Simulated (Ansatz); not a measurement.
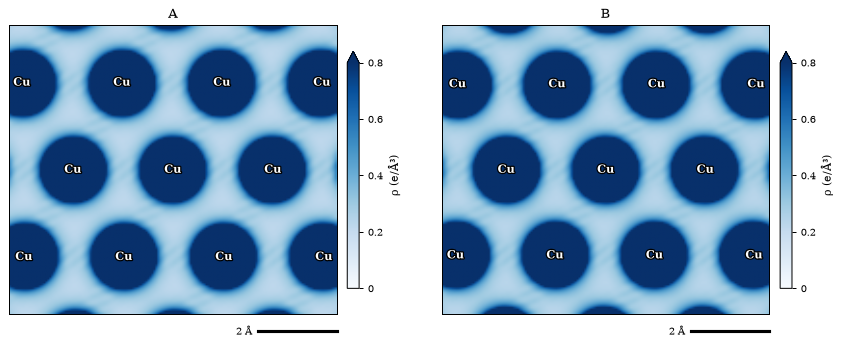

Cu. The valence charge density (pseudo) of two cells that differ in size and shape, on the (001) plane of each (indices in the axes of the calculation cell), at one length scale and on one colour scale; one has 11.3 and the other 11.8 Å³ an atom.

Method: DFT, PBEsol, PAW with Ansatz's default frozen-core files, scalar-relativistic in Ansatz 0.2.0.

In a PAW calculation such maps are meaningful between the atoms, not at the nuclei.

### Which panel shows the smaller cell, and what does the compression change?

Panel B is the smaller cell, by 4 % in volume. From the larger cell to the smaller, Cu–Cu goes from 2.57 to 2.51 Å, and the density at its midpoint from 0.27 to 0.29 e/Å³; the pressure goes from −7 to −0.6 GPa.
